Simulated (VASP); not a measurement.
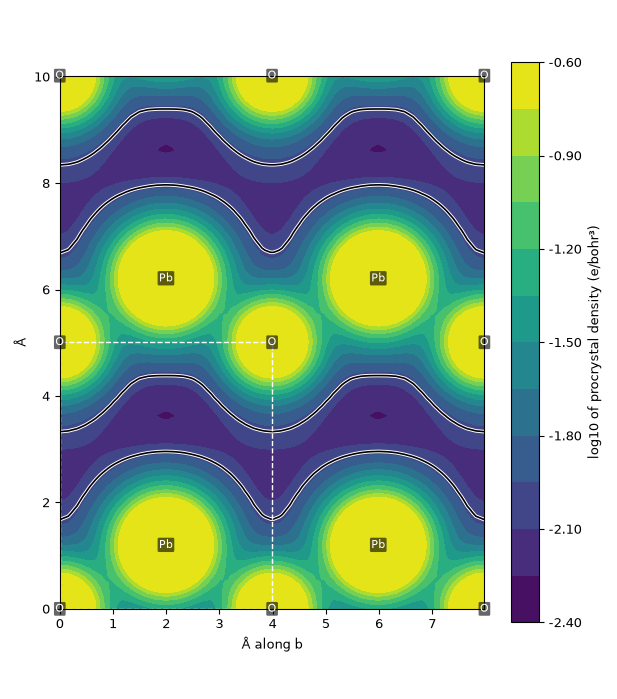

Procrystal electron density of PbO in space group P4/nmm, computed on the section x = 0.000 (parallel to b and c; the dashed line is one cell). It is the sum of the densities of spherically averaged neutral Hartree-Fock atoms, not a self-consistent density. The black line is the 0.01 e/bohr³ contour that bounds the voids. From Rb on the atoms have core potentials, so only their outer electrons count. The usual level for crystal voids is 0.002 e/bohr³; this crystal has almost no region below it, so a higher level is used, which marks the interstitial space of lowest density.

Origin of the cell: an entry of the Crystallography Open Database, as set up for an electronic-structure calculation.

```
Pb O
1.0
     3.99000    0.00000    0.00000
     0.00000    3.99000    0.00000
     0.00000    0.00000    5.01000
Pb O
2 2
Direct
  0.50000 0.00000 0.76000
  0.00000 0.50000 0.24000
  0.50000 0.50000 0.00000
  0.00000 0.00000 0.00000
```

What share of the cell is void by this measure?

Answer. The voids take about 21 % of the cell (17 Å³ of 79.8 Å³) and are bounded by about 48 Å² of surface per cell.

Are the voids connected in the whole crystal?

Answer. Where they connect, they form a two-dimensional network in layers parallel to (001).

How low does the density fall, and where?

Answer. To about 0.0056 e/bohr³ near 0.00, 0.50, 0.72 (fractional), 2.4 Å from the nearest nucleus.

At what density do the voids first join through the crystal?

Answer. At about 0.0076 e/bohr³, as a two-dimensional network in layers parallel to (001).
